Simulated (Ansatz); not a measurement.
# Be$_{2}$S: what the fields show

The calculation's input:

```
crystal:
  lattice:
    - [3.2833479222, 0.0, 0.0]
    - [0.0, 3.2608991166, 0.0]
    - [0.0, 0.0, 16.4497296263]
  atoms:
    - { symbol: Be, position: [0.2326255113, 0.75, 0.1902235497] }
    - { symbol: Be, position: [0.2673744887, 0.25, 0.6902235497] }
    - { symbol: Be, position: [0.7675024964, 0.75, 0.7003520117] }
    - { symbol: Be, position: [0.7324975036, 0.25, 0.2003520117] }
    - { symbol: Be, position: [0.7326255113, 0.75, 0.3097764503] }
    - { symbol: Be, position: [0.7673744887, 0.25, 0.8097764503] }
    - { symbol: Be, position: [0.2324975036, 0.25, 0.2996479883] }
    - { symbol: Be, position: [0.2675024964, 0.75, 0.7996479883] }
    - { symbol: S, position: [0.2673098457, 0.25, 0.8854918982] }
    - { symbol: S, position: [0.2326901543, 0.75, 0.3854918982] }
    - { symbol: S, position: [0.7673098457, 0.25, 0.6145081018] }
    - { symbol: S, position: [0.7326901543, 0.75, 0.1145081018] }
basis:
  ecutwfc: 420
kpoints:
  mp_grid: { grid: [10, 10, 2] }
hamiltonian:
  xc: pbe
scf:
  occupations: { method: gaussian, width: 0.1 }
output:
  forces: true
  stress: true
  eigenvalues: true
  write_density: true
  write_potential: true
  elf: true
  volumetric_format: npy
relax:
  adjacent_minimum: "off"
  f_tol: 0.01
  max_steps: 80
  cell: { stress_tol: 0.05 }
```

Run with:

```sh
ansatz run input.yaml --threads 1 --pin off --max-ram 2560MiB --backend cpu --events-out ev --progress --plain --runs-dir out
```

Below, planes, directions and counts refer to the conventional cell (a = 3.33 Å, b = 3.24 Å, c = 16.76 Å, α = 90.00°, β = 90.00°, γ = 90.00°).

The fields are those of the relaxed geometry.

Space group Pnma; a generated structure, not necessarily the stable one.

All numbers below come from Ansatz 0.2.0, DFT PBE, scalar-relativistic, plane waves, PAW.

The density is the valence pseudo-density of a PAW calculation; it isn't the true density close to the nuclei.

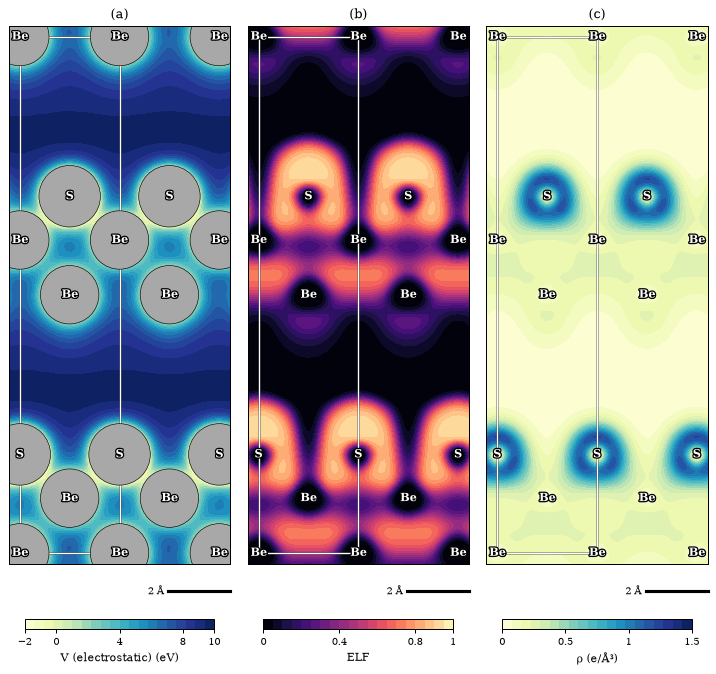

Figure 1. (a) electrostatic potential (local pseudopotential plus Hartree) felt by an electron; (b) electron localisation function; (c) valence electron density on the (100) plane of the conventional cell. Grey discs cover the atomic cores in the potential map.

Read the bonding off the picture.

Answer.
- The plane passes through Be and S nuclei.
- Be–S (2.15 Å): the density is about 0.59 e/Å³ at the midpoint; the ELF peaks at about 0.85 in the valence shell of S, 0.9 Å from its nucleus, and is about 0.85 at the midpoint.
- Between the atoms the lowest density in this plane is 0.005 e/Å³.
- Outside the cores the potential energy rises away from the atoms and is highest about 2.1 Å from the nearest atoms; its zero is arbitrary.

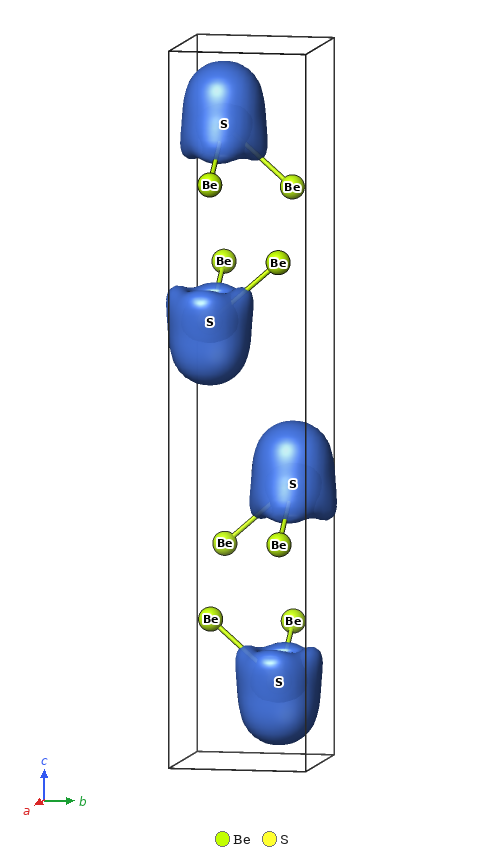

Figure 2. Isosurface of the electron localisation function at 0.8 (blue), seen slightly off an axis. Core shells and regions of very low density are left out. Sticks mark near contacts.

Describe the localisation domains.

Answer. At this value the surface marks out four regions wrapped around S (the valence shell of each), counted in one cell of 12 atoms. Any copies at cell faces, edges or corners count once. Along the contacts the grid gives the following. Be–S (2.06 Å): the ELF peaks at about 0.85 in the valence shell of S, 0.9 Å from its nucleus, and is about 0.85 at the midpoint.

Does the calculation make it a metal, or give it a gap?

Answer. It is gapless in this calculation (a metal or semimetal).
